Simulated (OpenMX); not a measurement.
**Energy of CuO along an even scaling of the cell**

System: CuO (4 atoms in the cell).
Method: Kohn-Sham DFT of a periodic cell, LDA, OpenMX 2013 LDA set, no spin polarisation (OpenMX 3.8.5).

The 7 runs differ only in the geometry, by an even scaling of the cell at fixed fractional positions. The structure derives from an entry of the Crystallography Open Database.

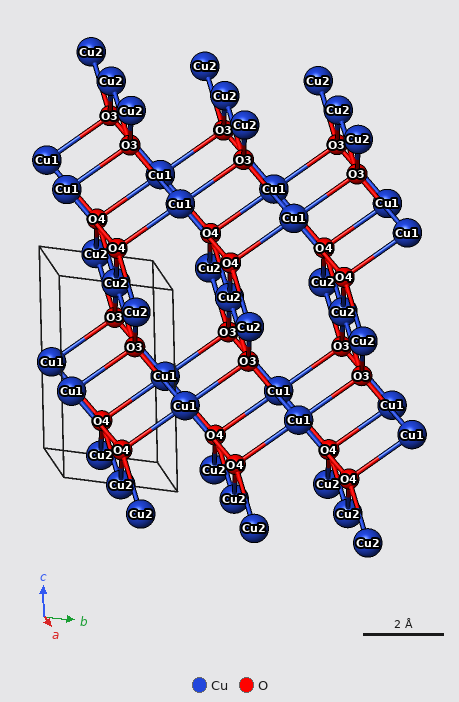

Figure 1. The structure of run 4 (ball-and-stick view of the cell of the calculation, repeated 2 × 3 × 2, seen slightly off an axis; atoms are numbered from 1 in the order of the input). An atom can appear more than once, as a periodic image.

## Input of run 4
```
System.CurrrentDirectory             ./
System.Name                          CuO
DATA.PATH                            ./DFT_DATA13
level.of.stdout                      1
level.of.fileout                     0
Species.Number                       2
<Definition.of.Atomic.Species
  Cu  Cu6.0H-s3p2d2          Cu_CA13H
  O   O6.0-s2p2d1            O_CA13
Definition.of.Atomic.Species>

Atoms.Number                         4
Atoms.SpeciesAndCoordinates.Unit     FRAC
<Atoms.SpeciesAndCoordinates
    1  Cu    0.5000000000    0.0000000000    0.5000000000   9.500  9.500
    2  Cu    0.0000000000    0.5000000000    0.0000000000   9.500  9.500
    3  O     0.4184000000    0.5816000000    0.7500000000   3.000  3.000
    4  O     0.5816000000    0.4184000000    0.2500000000   3.000  3.000
Atoms.SpeciesAndCoordinates>

Atoms.UnitVectors.Unit               Ang
<Atoms.UnitVectors
     2.3418500000   -1.7113000000    0.0000000000
     2.3418500000    1.7113000000    0.0000000000
    -0.8500274268    0.0000000000    5.0578693947
Atoms.UnitVectors>

scf.XcType                           LDA
scf.SpinPolarization                 off
scf.ElectronicTemperature            580.226
scf.energycutoff                     500.0
scf.maxIter                          100
scf.EigenvalueSolver                 band
scf.Kgrid                            11 11 5
scf.Mixing.Type                      rmm-diisk
scf.Init.Mixing.Weight               0.05
scf.Min.Mixing.Weight                0.001
scf.Max.Mixing.Weight                0.3
scf.Mixing.History                   25
scf.Mixing.StartPulay                8
scf.criterion                        1.0e-8
scf.stress.tensor                    on
MD.Type                              nomd
Band.dispersion                      on
Band.Nkpath                          10
<Band.kpath
   17   0.000000  0.000000  0.000000   -0.500000 -0.500000  0.000000  G Y
    5  -0.500000 -0.500000  0.000000   -0.524785 -0.524785  0.327510  Y F
    4  -0.524785 -0.524785  0.327510   -0.500000 -0.500000  0.500000  F L
    6  -0.500000 -0.500000  0.500000   -0.633508 -0.366492  0.500000  L I
   17  -0.366492  0.366492  0.500000    0.000000  0.000000  0.500000  I1 Z
   16   0.000000  0.000000  0.500000   -0.475215 -0.475215  0.672490  Z F1
    5  -0.500000 -0.500000  0.000000   -0.612732 -0.387268  0.000000  Y X1
   18  -0.387268  0.387268  0.000000    0.000000  0.000000  0.000000  X G
   15   0.000000  0.000000  0.000000   -0.500000  0.000000  0.000000  G N
   16  -0.500000  0.000000  0.500000    0.000000  0.000000  0.000000  M G
Band.kpath>
```

Command:
```bash
openmx CuO.dat -nt 1 > CuO.std
```

Lattice vectors (Å) and fractional positions of run 4:
```
   2.341850   -1.711300    0.000000
   2.341850    1.711300    0.000000
  -0.850027    0.000000    5.057869
Cu  0.500000 -0.000000  0.500000
Cu  0.000000  0.500000  0.000000
O   0.418400  0.581600  0.750000
O   0.581600  0.418400  0.250000
```

Run 3 has the same physical settings and fractional positions; its lattice vectors (Å) are:
```
   2.326132   -1.699814    0.000000
   2.326132    1.699814    0.000000
  -0.844322    0.000000    5.023923
```

## Results, with one run withheld

| run | volume per atom (Å³) | free energy per atom, from the lowest run given (meV) |
| --- | --- | --- |
| 1 | 9.527 | 4.31 |
| 2 | 9.730 | 0.00 |
| 3 | 9.932 | ? |
| 4 | 10.135 | 7.21 |
| 5 | 10.338 | 17.60 |
| 6 | 10.540 | 31.83 |
| 7 | 10.743 | 49.54 |

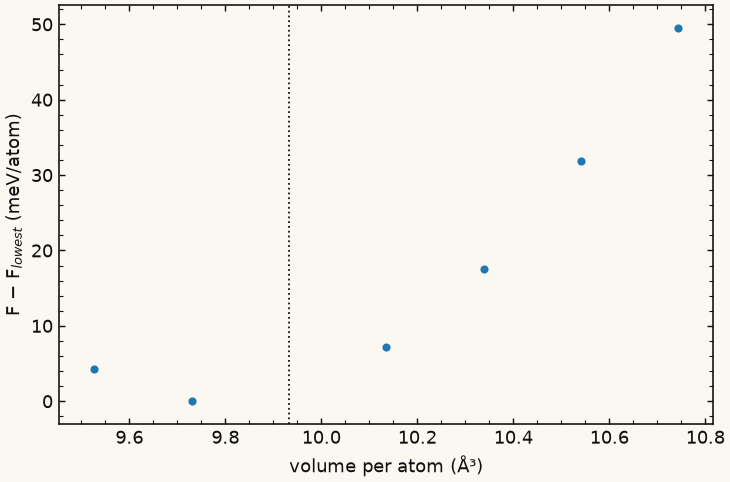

Figure 2. Free energy per atom of the runs given; the dotted line marks run 3.

What should run 3 give?

A cubic polynomial in V^(−2/3) (the Birch–Murnaghan form), fitted to the 6 runs given, misses them by at most 0.01 meV per atom. With x = V^(−2/3) − 0.21326 Å⁻², it reads F = 8.0025 − 3066 x + 2.8446e+05 x² + 3.9712e+05 x³ (meV per atom). At run 3 it gives 1.16 meV per atom, and the run itself gives 1.17. The fit has its minimum at 9.785 Å³ per atom, where V d²F/dV² gives 202 GPa. Cell shape and fractional positions are held, so this is the stiffness under even scaling; the relaxed bulk modulus wasn't computed.

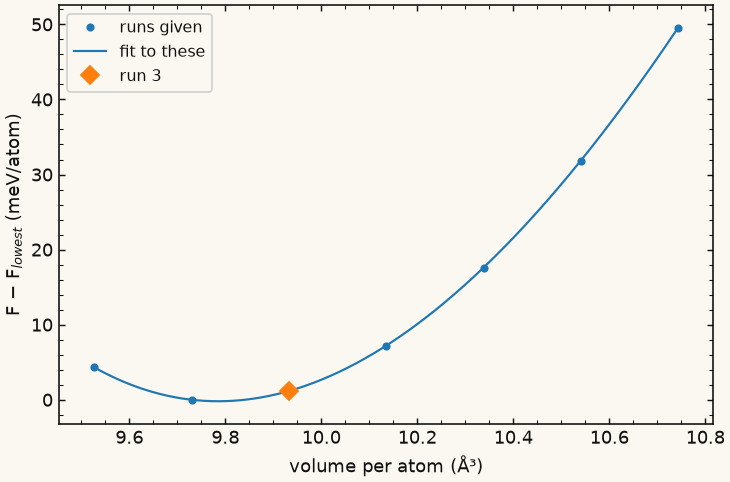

Figure 3. The fit and the withheld run.

## Some lines of the output (run 3)
```
[...]
  Cell_Volume =    268.105309016370 (Bohr^3)
        Total energy (Hartree) at MD = 1
   kloop=0
   kloop=1
   kloop=302
```

Notes: The run has no spin polarisation, so a magnetic state may lie lower. With a small basis of atomic orbitals these values can differ much from converged plane-wave results.
